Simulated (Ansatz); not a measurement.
Here is a crystal structure:

```
Mo
1.0
     2.90096    0.00000    0.00000
     0.00000    3.20001    0.00000
     0.00000    0.00000    3.34973
Mo
2
Direct
  0.00000 0.00000 0.00000
  0.50000 0.50000 0.50000
```

Work out the structure from the coordinates.

The element is molybdenum. Its lattice is body-centred orthorhombic, its space group Immm (No. 71). The cell holds two atoms. Each Mo has ten Mo at 2.73 to 2.90 Å. Not all metal-metal contacts are counted. The bonds build a three-dimensional framework.

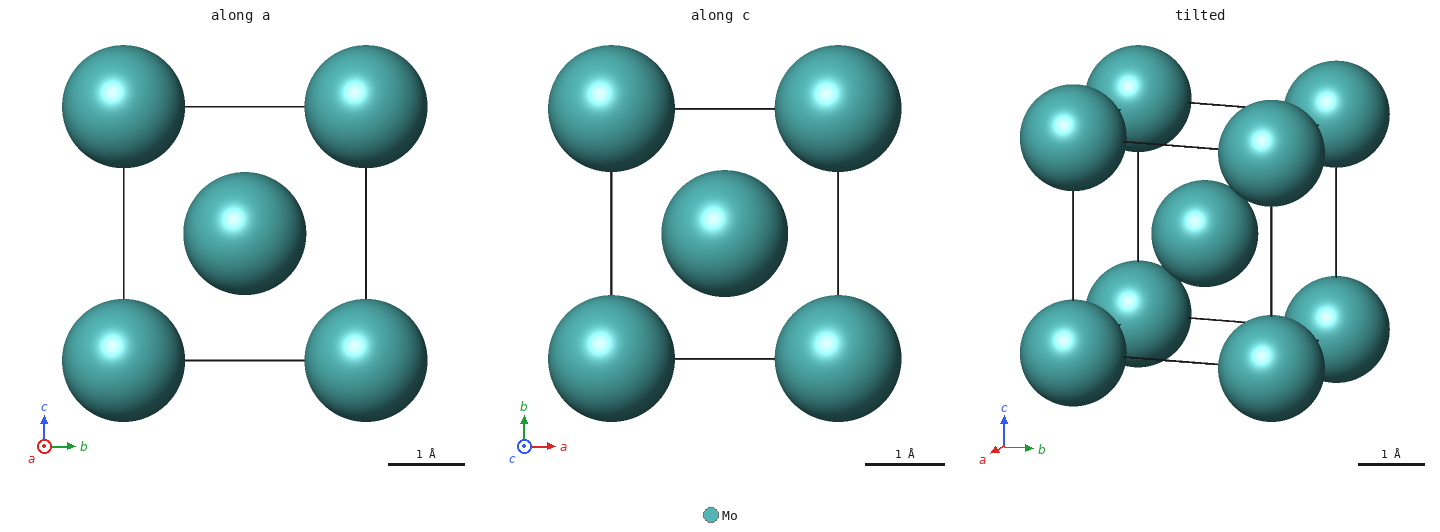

Crystal structure, spheres-only style, seen along the a axis, along the c axis and slightly off an axis. The parallelepiped is the conventional unit cell. Colours: molybdenum teal.

It goes back to a structure listed in the Materials Project. It was relaxed with DFT PBE, scalar-relativistic, plane waves, PAW (Ansatz 0.2.0) under a constraint or pressure on the cell, so some stress remains.

At this level of theory the cell isn't at rest (compressed, at 6 GPa), so its distances can differ from those at equilibrium, the more so the softer the solid.
